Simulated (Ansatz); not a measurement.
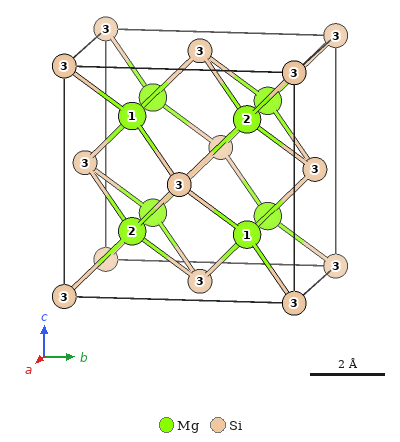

*The structure (ball-and-stick view of the cell 4 times as large as that of the calculation, set on its symmetry axes, seen slightly off an axis; atoms are numbered from 1 in the order of the input).*

Near neighbours in the crystal (not all of them lie inside the picture): Mg has 4 Si at 2.75 Å; Si has 8 Mg at 2.75 Å.

**Band-structure calculation, with input and output: Mg2Si**

The run: band-structure calculation of Mg2Si (3 atoms in the cell). Method and program: DFT, PBEsol, all-electron LAPW, scalar-relativistic, no spin polarisation (Ansatz 0.2.0).

The structure derives from an entry of the Crystallography Open Database. Its volume is 0.98 times that of the source entry. It belongs to a series of runs on one base structure; here: volume scaled by 0.98. Figures and captions count atoms from 1; the log counts them from 0 in places.

**Output**
```
LAPW: plane waves up to 6.593 Å⁻¹, error target 5.0e-4 eV per atom; small_component_spin mean_spin; Mg in spheres of 1.417 Å, 10 of its electrons in bands, Dirac shells []; Si in spheres of 1.332 Å, 12 of its electrons in bands, Dirac shells [] (how accurate: hamiltonian.pseudopotentials.lapw.basis_error, Limitations)
Engine: ansatz 0.2.0, aarch64-unknown-linux-gnu
Pseudopotentials: kind: all_electron
Pseudopotential: Mg, LAPW, valence charge 10, lapw/all_electron/scalar/gaussian/Mg, Koelling and Harmon's equation, gaussian nucleus
Pseudopotential: Si, LAPW, valence charge 12, lapw/all_electron/scalar/gaussian/Si, Koelling and Harmon's equation, gaussian nucleus
Functional definition: PBEsol
  exchange = pbesol_x
  correlation = pbesol_c
Crystal: 3 atoms, lattice volume = 63.925 Å³
Basis set: ecut = 165.62284739281807 eV, 331 PW (Γ), exchange–correlation at level 2
Bands: 20, of which v1, the nominal top of the filled ones, is band 16 counted from 1 (15 counted from 0)
Symmetry: 48 space group operations
Space group: Fm-3m (ITA 225), of the structure as read, at distance tolerance 4.0e-5 Å
k-points: 35 of 729
Non-local potential: Mg, projectors of the file, none
Non-local potential: Si, projectors of the file, none
Initial density: superposition of atomic densities (chi_scale 0.1, normalization cell, long waves kept (reshape's long-wave potential 0.00 eV rms))
Initial wavefunctions: plane waves of lowest kinetic energy (no species holds an atomic orbital)
Functional: x = pbesol(κ = 0.804, μ = 0.12345679012345678), c = pbesol(β = 0.046)
iter 1 solved again at ethr=5.06e-3 eV; its pass at ethr=1.00e-1 eV (dr2=1.62e0 eV) is discarded
SCF iter   1: F=—  HF=-18758.262319 eV  |F-HF|=—  |Δ(HF+E_count)|=         —  Δρ=3.19e-2  dr2=1.62e0  ethr=5.06e-3  ⟨swp⟩=2.0  Hψ=4911  notcnv=0
preconditioner: auto → none  [insulator: Δε(μ)=0.931 eV  Ē_g=7.334 eV  σ=0.050 eV  W_gap=1.00  n_scr=14 (ndim 8)  ℏωp=13.1 eV  f_vac=0.000  D(μ)=0.00/eV (n_scr^D=0)  ε∞_Penn≈4.2]
iter 2 solved again at ethr=6.09e-5 eV; its pass at ethr=5.06e-3 eV (dr2=1.95e-2 eV) is discarded
SCF iter   2: F=—  HF=-18757.740413 eV  |F-HF|=—  |Δ(HF+E_count)|=   5.22e-1  Δρ=6.86e-3  dr2=1.96e-2  ethr=6.09e-5  ⟨swp⟩=2.5  Hψ=3597  notcnv=0
SCF iter   3: F=—  HF=-18757.726620 eV  |F-HF|=—  |Δ(HF+E_count)|=         —  Δρ=3.54e-3  dr2=8.44e-3  ethr=6.09e-5  ⟨swp⟩=2.0  Hψ=1919  notcnv=0
the basis was enlarged: its passes take 144.9 KiB over the memory plan, 1 of 1 planned eigensolver slots
SCF iter   4: F=—  HF=-18757.725807 eV  |F-HF|=—  |Δ(HF+E_count)|=   8.12e-4  Δρ=1.42e-3  dr2=1.38e-3  ethr=2.64e-5  ⟨swp⟩=2.0  Hψ=1859  notcnv=0
SCF iter   5: F=—  HF=-18757.725340 eV  |F-HF|=—  |Δ(HF+E_count)|=   4.68e-4  Δρ=2.97e-4  dr2=6.13e-5  ethr=4.33e-6  ⟨swp⟩=2.0  Hψ=1859  notcnv=0
SCF iter   6: F=—  HF=-18757.725325 eV  |F-HF|=—  |Δ(HF+E_count)|=   1.53e-5  Δρ=3.26e-5  dr2=6.78e-7  ethr=1.91e-7  ⟨swp⟩=2.0  Hψ=1859  notcnv=0
SCF iter   7: F=-18757.725324 eV  HF=-18757.725324 eV  |F-HF|=8.11e-10  |Δ(HF+E_count)|=   5.90e-8  Δρ=2.50e-6  dr2=2.68e-9  ethr=2.12e-9  ⟨swp⟩=2.0  Hψ=1860  notcnv=0
SCF 1 converged in 7 iterations: F = -18757.725324 eV  dr2 = 2.68e-9
NSCF: frozen V_eff on 36 k-points
SCF converged after 7 iterations
Free energy (F): -18757.725324 eV
Harris-Foulkes:  -18757.725324 eV  (|F-HF|=8.11e-10)
Internal energy: -18757.724431 eV  (E = F + TS)
E sigma→0 (E₀):  -18757.724878 eV
Entropy (-TS):   -0.000893 eV (-0.298 meV/atom)
Fermi energy:    6.149424 eV
--- Per-component energies (eV) ---
  E_band       = -1448.940594
  E_kinetic    = 18788.987012
  E_xc         = -1424.633458
  E_electrostatic = -36122.077985  (all electrons and nuclei)
  E_smearing   = -0.000893  (= −TS)
  E_closure    = 0.000000  (closes the sum)
  E_atoms      = -18748.073254  (free atoms, spherical and without spin; not in F)
  Σ components = -18757.725324   (vs F -18757.725324, Δ=0.00e0)
  Basis errors (estimates in eV, not in F): energy 1.9e-4 per atom: plane waves 1.8e-4 (9.8e-5 summed), levels above the bands 1.2e-35, relativity 3.0e-9, radial functions 1.4e-5, core shells 3.7e-14; eigenvalues (radial functions only) 1.1e-6; not estimated: angular momenta, meshes, grids; target (lapw.basis_error) 5.0e-4; muffin-tin radii Mg 1.417 Å, Si 1.332 Å
--- Forces (eV/Å), atoms counted from 1 ---
  atom   1  Mg     0.00000000    -0.00000000    -0.00000000
  atom   2  Mg     0.00000000    -0.00000000     0.00000000
  atom   3  Si    -0.00000000     0.00000000     0.00000000
  max |Σ_I F_I| component: 2.43e-17 eV/Å
--- Stress (GPa, compression-positive) ---
       -0.593639       0.000000       0.000000
        0.000000      -0.593639       0.000000
        0.000000       0.000000      -0.593639
  P = ⅓ Tr σ = -0.5936 GPa (-5.936 kbar)
--- Band table (eV; the first three rows and the last of 35) ---
  k-point 0: bands = ["-126.7733", "-83.0431", "-83.0431", "-83.0431", "-69.5262", "-69.5229", "-36.4800", "-36.4800", "-36.4800", "-36.4652", "-36.4652", "-36.4652", "-3.0759", "6.0483", "6.0483", "6.0483", "7.8661", "8.5985", "8.5985", "8.5985"]
  k-point 1: bands = ["-126.7733", "-83.0431", "-83.0431", "-83.0431", "-69.5261", "-69.5230", "-36.4796", "-36.4796", "-36.4796", "-36.4657", "-36.4656", "-36.4656", "-2.9640", "5.0698", "5.9216", "5.9216", "8.0842", "8.8254", "8.8254", "9.1520"]
  k-point 2: bands = ["-126.7733", "-83.0431", "-83.0431", "-83.0431", "-69.5258", "-69.5233", "-36.4784", "-36.4783", "-36.4783", "-36.4671", "-36.4669", "-36.4669", "-2.6413", "3.5984", "5.6756", "5.6756", "7.7705", "9.0708", "9.0708", "10.5267"]
  k-point 34: bands = ["-126.7733", "-83.0431", "-83.0431", "-83.0431", "-69.5247", "-69.5244", "-36.4827", "-36.4825", "-36.4743", "-36.4712", "-36.4633", "-36.4631", "-1.0901", "2.2325", "2.6687", "3.5682", "8.4924", "9.1394", "9.5290", "10.8273"]
```

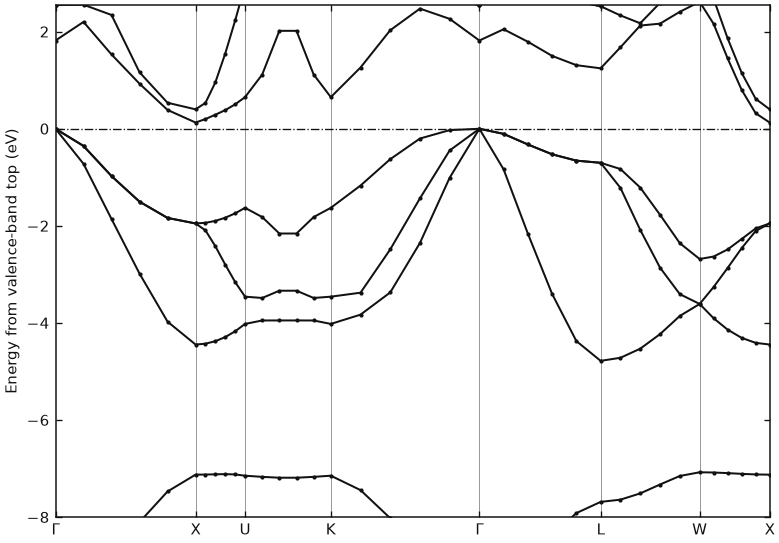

*Band structure along Γ–X–U–K–Γ–L–W–X, with energies from the valence-band top.*

There is a gap of 0.13 eV on this path, indirect, from Γ to X.

This output came from the following input.

**Input file**
```yaml
crystal:
  lattice:
    - [0.0, 3.1735564009, 3.1735564009]
    - [3.1735564009, 0.0, 3.1735564009]
    - [3.1735564009, 3.1735564009, 0.0]
  atoms:
    - { symbol: Mg, position: [0.25, 0.25, 0.25] }
    - { symbol: Mg, position: [0.75, 0.75, 0.75] }
    - { symbol: Si, position: [0.0, 0.0, 0.0] }
kpoints:
  mp_grid: { grid: [9, 9, 9] }
  band_path:
    path:
      - [0.0, 0.0, 0.0]
      - [0.5, 0.0, 0.5]
      - [0.625, 0.25, 0.625]
      - [0.375, 0.375, 0.75]
      - [0.0, 0.0, 0.0]
      - [0.5, 0.5, 0.5]
      - [0.5, 0.25, 0.75]
      - [0.5, 0.0, 0.5]
    npoints: 5
scf:
  occupations: { method: fermi_dirac, width: 0.05 }
hamiltonian:
  xc: pbesol
  pseudopotentials: { kind: all_electron, lapw: { basis_error: 0.0005 } }
output:
  forces: true
  stress: true
  eigenvalues: true
```

Launch command:
```bash
ansatz run input.yaml --threads 1 --pin off --max-ram 6144MiB --backend cpu --events-out ev --progress --plain --runs-dir out
```

**Summary**

| quantity | value |
| --- | --- |
| outcome | converged |
| space group (tolerance 0.01 Å) | Fm-3m (225) |
| electrons in bands (core shells apart) | 32 |
| free energy | −18757.7253 eV |
| Fermi energy | 6.149 eV |
| pressure | −0.59 GPa |
| electronic character | gap of 0.13 eV |
| largest force (length of the vector) | under 0.001 eV/Å |
| hardware | 1 thread of Arm Neoverse V2, 24 GiB of memory available, shared host |
| wall time | 7.3 s |
| peak memory | 0.27 GiB |
